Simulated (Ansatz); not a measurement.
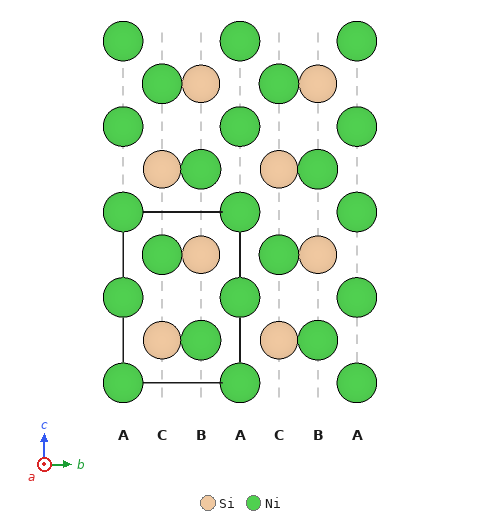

The picture looks along a close-packed row of the hexagonal mesh; c points upwards. The dashed lines mark the three columns A (0, 0), B (1/3, 2/3) and C (2/3, 1/3). The sequence starts with the first layer at or above the cell's origin.

System SiNi₂; source of the atomic positions: the geometry relaxed at fixed volume with DFT PBE, scalar-relativistic, plane waves, PAW (Ansatz 0.2.0).

Question: Give the sequence of layers in one repeat, with element and column.

Answer: Ni(A) – Ni(B)+Si(C) – Ni(A) – Si(B)+Ni(C) (four layers in 4.86 Å).
